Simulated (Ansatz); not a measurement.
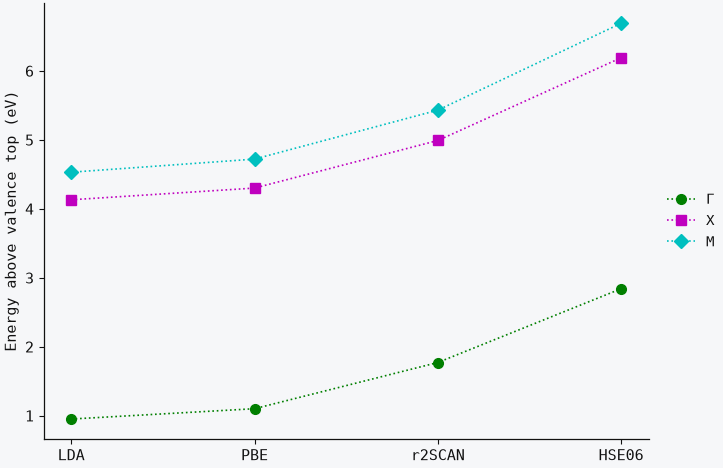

Lowest conduction level at each named k point, counted from the valence-band top at Γ, by several methods on one cell of rutile-type SnO$_{2}$, space group P4_2/mnm, 6 atoms in the cell, relaxed with r2SCAN; a = 4.760 Å, c = 3.200 Å (tetragonal axes). All runs are without spin-orbit coupling and carry no moments. The names follow the standardised cell of this lattice; in reduced coordinates of the cell that was run, X is (0, 0.5, 0) and M is (0.5, 0.5, 0). The cell is at 8 GPa in PBE.

| method | program | Γ (eV) | X (eV) | M (eV) |
| --- | --- | --- | --- | --- |
| LDA | Ansatz | 0.95 | 4.13 | 4.53 |
| PBE | Ansatz | 1.10 | 4.30 | 4.72 |
| r2SCAN | Ansatz | 1.77 | 4.99 | 5.43 |
| HSE06 | Ansatz | 2.84 | 6.19 | 6.69 |

### Estimate the PBE0 values. It was run as: PBE0, Ansatz PAW set, 4×4×4 k mesh, 420 eV cutoff, fixed occupations (Ansatz 0.2.0).

PBE0 keeps the long-range exact exchange that HSE06 screens off, so it lies above HSE06, here by 0.72 eV at Γ. PBE0 gives 3.56 eV at Γ, 6.96 eV at X and 7.46 eV at M, which is +2.46 eV from PBE at Γ.

### Does PBE0 shift these levels rigidly from PBE?

The shifts are +2.46 eV at Γ, +2.66 eV at X and +2.74 eV at M, and at points that aren't plotted +2.93 eV (Z), +2.95 eV (R) and +2.73 eV (A): over the named points that both runs hold, a spread of 0.49 eV on a mean of 2.74 eV, so one shift describes them only roughly.

### How do the methods rank at Γ?

From low to high: LDA 0.95, PBE 1.10, r2SCAN 1.77, HSE06 2.84, PBE0 3.56 eV.

Settings. LDA: Ansatz PAW set, 6×6×8 k mesh, 420 eV cutoff, fixed occupations (Ansatz 0.2.0). PBE: Ansatz PAW set, 6×6×8 k mesh, 420 eV cutoff, Fermi-Dirac smearing of 0.02 eV (Ansatz 0.2.0). r2SCAN: Ansatz PAW set, 6×6×8 k mesh, 500 eV cutoff, fixed occupations (Ansatz 0.2.0). HSE06: Ansatz PAW set, 4×4×4 k mesh, 420 eV cutoff, fixed occupations (Ansatz).

These are five of the 7 methods that were run on this cell. LDA, r2SCAN, HSE06 and PBE0: the PAW data sets were made with another functional. LDA, GGA and most meta-GGA functionals understate gaps. HSE06 and PBE0: the k mesh is coarse, so the values aren't converged, least of all with exact exchange. The names follow the standardised cell of this lattice; in reduced coordinates of the cell that was run, Z is (0, 0, 0.5), R is (0, 0.5, 0.5) and A is (0.5, 0.5, 0.5).
